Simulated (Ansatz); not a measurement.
## Ta$_{4}$C: 5 runs along one coordinate

System: Ta$_{4}$C (slab, 5 atoms in the cell).
Method: DFT PBEsol, scalar-relativistic, plane waves, PAW, no spin polarisation (Ansatz 0.2.0).

The 5 runs differ only in the geometry, by a shift of atoms along one path in a fixed cell. The shift s is measured from run 3: C5 moves along the Cartesian direction (0.00, 0.00, 1.00). The structure derives from an entry of the Crystallography Open Database.

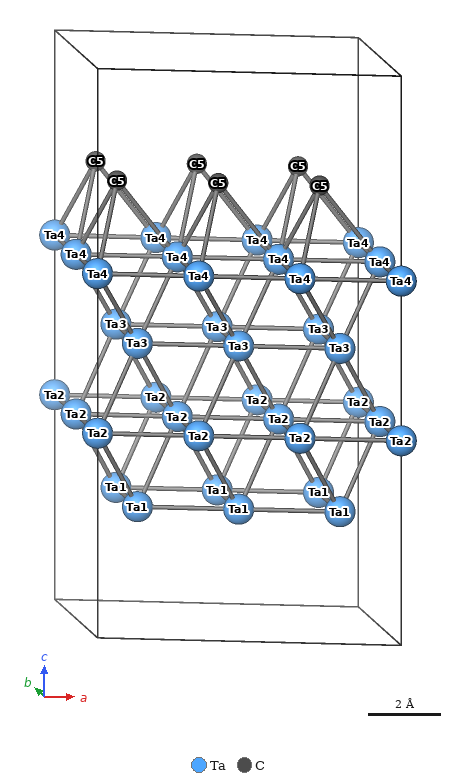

Figure 1. The structure of run 3 (ball-and-stick view of the 3 × 2 repeat of the cell, with the vacuum cut short, seen slightly off an axis; atoms are numbered from 1 in the order of the input).

**Input of run 3**
```yaml
crystal:
  lattice:
    - [2.8410132489, 0.0, 0.0]
    - [-0.9470044163, 2.6785329784, 0.0]
    - [0.0, 0.0, 25.9590328124]
  atoms:
    - { symbol: Ta, position: [0.5, 0.5, 0.3274390098] }
    - { symbol: Ta, position: [0.0, 0.0, 0.416798179] }
    - { symbol: Ta, position: [0.5, 0.5, 0.5058470961] }
    - { symbol: Ta, position: [0.0, 0.0, 0.5912937381] }
    - { symbol: C, position: [0.3333333333, 0.6666666667, 0.6798629629] }
basis:
  ecutwfc: 420
kpoints:
  mp_grid: { grid: [11, 11, 1] }
hamiltonian:
  xc: pbesol
scf:
  occupations: { method: gaussian, width: 0.1 }
output:
  forces: true
  stress: true
  eigenvalues: true
efield:
  axis: 3
  dipole_correction: true
```

Run 2 differs from it as follows:
```diff
-    - { symbol: C, position: [0.3333333333, 0.6666666667, 0.6798629629] }
+    - { symbol: C, position: [0.3333333333, 0.6666666667, 0.6606018446] }
```

**Results, with one run withheld**

| run | shift s of C5 (Å) | free energy per atom, from the lowest run given (meV) | force along the path (eV/Å) |
| --- | --- | --- | --- |
| 1 | −0.9000 | 0.00 | −2.349 |
| 2 | −0.5000 | ? | ? |
| 3 | 0.0000 | 506.38 | −2.596 |
| 4 | 0.8000 | 834.20 | −1.442 |
| 5 | 1.8000 | 1002.91 | −0.363 |

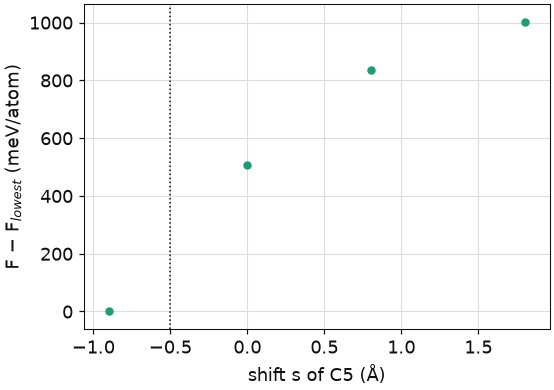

Figure 2. Free energy per atom of the runs given; the dotted line marks run 2.

Estimate the energy of run 2 from the others.

A quadratic polynomial in the coordinate, fitted to the 4 runs given, misses them by at most 10.16 meV per atom. With x = s − 0.4250, it reads F = 698.2 + 379.3 x − 113.25 x² (meV per atom). At run 2 it gives 250.45 meV per atom, and the run itself gives 227.12. The slope of the fit gives a force −dF/ds of −2.944 eV/Å along the path (summed over the atoms that move), and the printed forces give −2.968 eV/Å. The fit has no minimum inside this range. So low a polynomial doesn't follow these energies more closely.

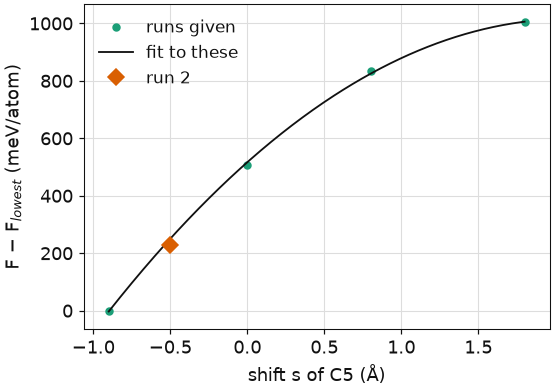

Figure 3. The fit and the withheld run.

**Output, shortened to warnings, some set-up lines, iterations and results (run 2)**
```
Basis set: ecut = 420 eV, 3881 PW (Γ), exchange–correlation on 40×40×360 points (8 copies of the dense FFT grid, shifted against one another)
Symmetry: 2 space group operations
k-points: 36 of 121 (time reversal used)
Initial density: superposition of atomic densities (neutral atoms: chi_scale 0, normalization atom), corrected by the library's trained network
[...]
SCF iter   1: F=—  HF=-39467.290865 eV  |F-HF|=—  |Δ(HF+E_count)|=         —  Δρ=2.18e-2  dr2=1.18e1  ethr=1.77e-3  p=-0.110 e·Å  D=-1.01e-1 V/Å  ΔV_dip=2.61 eV  …
SCF iter   2: F=—  HF=-39467.080545 eV  |F-HF|=—  |Δ(HF+E_count)|=   2.10e-1  Δρ=1.28e-2  dr2=4.48e0  ethr=1.77e-3  p=-0.072 e·Å  D=-6.60e-2 V/Å  ΔV_dip=1.71 eV  …
SCF iter   3: F=—  HF=-39466.988499 eV  |F-HF|=—  |Δ(HF+E_count)|=   9.20e-2  Δρ=1.40e-3  dr2=3.97e-3  ethr=1.77e-3  p=-0.084 e·Å  D=-7.67e-2 V/Å  ΔV_dip=1.99 eV  …
SCF iter   4: F=—  HF=-39466.989904 eV  |F-HF|=—  |Δ(HF+E_count)|=   1.40e-3  Δρ=4.55e-4  dr2=1.40e-3  ethr=7.10e-6  p=-0.084 e·Å  D=-7.73e-2 V/Å  ΔV_dip=2.01 eV  …
SCF iter   5: F=—  HF=-39466.989976 eV  |F-HF|=—  |Δ(HF+E_count)|=   7.15e-5  Δρ=1.34e-4  dr2=6.50e-5  ethr=2.50e-6  p=-0.085 e·Å  D=-7.77e-2 V/Å  ΔV_dip=2.02 eV  …
SCF iter   6: F=—  HF=-39466.990057 eV  |F-HF|=—  |Δ(HF+E_count)|=   8.07e-5  Δρ=4.05e-5  dr2=8.45e-6  ethr=1.16e-7  p=-0.085 e·Å  D=-7.78e-2 V/Å  ΔV_dip=2.02 eV  …
SCF iter   7: F=—  HF=-39466.990059 eV  |F-HF|=—  |Δ(HF+E_count)|=   2.62e-6  Δρ=1.45e-5  dr2=8.82e-7  ethr=1.51e-8  p=-0.085 e·Å  D=-7.79e-2 V/Å  ΔV_dip=2.02 eV  …
SCF iter   8: F=—  HF=-39466.990059 eV  |F-HF|=—  |Δ(HF+E_count)|=   1.75e-7  Δρ=5.90e-6  dr2=2.95e-7  ethr=1.79e-10  p=-0.085 e·Å  D=-7.80e-2 V/Å  ΔV_dip=2.02 eV  …
SCF iter   9: F=-39466.990059 eV  HF=-39466.990059 eV  |F-HF|=7.49e-9  |Δ(HF+E_count)|=   2.26e-8  Δρ=1.80e-6  dr2=1.90e-8  ethr=1.79e-10  p=-0.085 e·Å  D=-7.80e-2 V/Å  …
SCF 1 converged in 9 iterations: F = -39466.990059 eV  dr2 = 1.90e-8
SCF converged after 9 iterations
Free energy (F): -39466.990059 eV
Harris-Foulkes:  -39466.990059 eV  (|F-HF|=7.49e-9)
Internal energy: -39466.963589 eV  (E = F + TS)
E sigma→0 (E₀):  -39466.976824 eV
Entropy (-TS):   -0.026471 eV (-5.294 meV/atom)
Fermi energy:    3.582207 eV
Dipole field:    D = -0.077890 V/Å  (p = -0.085031 e·Å, saw-weighted, corrected)
Work function:   Φ+ = 6.9652 eV   Φ− = 4.9433 eV
Levels:          The Fermi level and band energies are counted from a zero that moves with the ramp; work functions are not
--- Per-component energies (eV) ---
  E_band       = -1207.528234
  E_kinetic    = 1536.289307
  E_local      = -64589.907637  (includes V_loc(G=0)·N_el)
  E_nonlocal   = 98.812794
  E_hartree    = 31540.405520
  E_xc         = -909.417238
  E_vxc        = -866.332264  (∫ρ·V_xc dr)
  E_paw        = -33183.666018  (= ΣΔE_a)
  E_vpaw       = -465.021662  (= ΣTr[D̂ρ^β])
  E_aug_tail   = 0.000580  (compensation charges beyond the density's cutoff)
  E_efield     = 0.003312  (sawtooth field / dipole correction)
  E_vefield    = -2.186834  (∫n·V_field dr)
  E_ewald      = 26039.640105
  E_core_change = 0.875686  (= ΣΔE_core)
  E_smearing   = -0.026471  (= −TS)
  E_closure    = 0.000000  (closes the sum)
  Σ components = -39466.990059   (vs F -39466.990059, Δ=0.00e0)
--- Forces (eV/Å), atoms counted from 1 ---
  atom   1  Ta     0.00753337    -0.00532690     0.51851123
  atom   2  Ta     0.02832155    -0.02002636    -0.52159316
  atom   3  Ta     0.05762408    -0.04074638    -0.75761623
  atom   4  Ta     0.02192911    -0.01550622     3.72836886
  atom   5  C     -0.11540828     0.08160597    -2.96769883
  max |Σ_I F_I| component: 2.81e-5 eV/Å
--- Stress (GPa, compression-positive) ---
       -3.467307       0.287259      -0.417990
        0.287259      -3.264184       0.295564
       -0.417990       0.295564      -3.931891
  P = ⅓ Tr σ = -3.5545 GPa (-35.545 kbar)
```

Notes: Spin–orbit coupling is left out, which matters for Ta.
